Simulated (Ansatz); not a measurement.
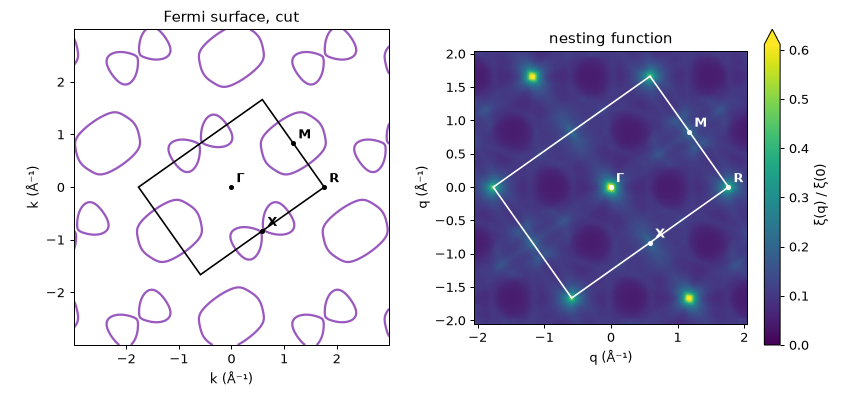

HfH₃ in space group Pm-3m: a cut of the Fermi surface and the nesting function ξ(q) = Σ δ(ε_k) δ(ε_k+q) over all sheets (each δ a Gaussian as wide as the level changes between mesh points, at least 0.03 eV; heights depend on it), both in the plane through Γ, R and M.

All numbers here come from DFT PBEsol, scalar-relativistic, plane waves, PAW; levels and slopes on a dense k mesh at the converged density in Ansatz 0.2.0. No spin polarisation. k mesh for the levels: 34×34×34. Cell and positions as given, without relaxation (residual pressure −4 GPa). The cell comes from a database of computed structures, not from a measurement.

### Where does the nesting function have its highest maximum apart from q = 0?

The highest maximum lies at R, at q = (−0.50, −0.50, −0.50) in units of the primitive reciprocal vectors. It reaches 0.56 of the value at q = 0, against a mean of 0.10. A peak of ξ alone doesn't prove an instability there.

Spin-orbit coupling is left out; with Hf it can split, shift or remove sheets. Necks and pockets thinner than about two mesh steps aren't resolved, so separate pockets may in truth be joined.
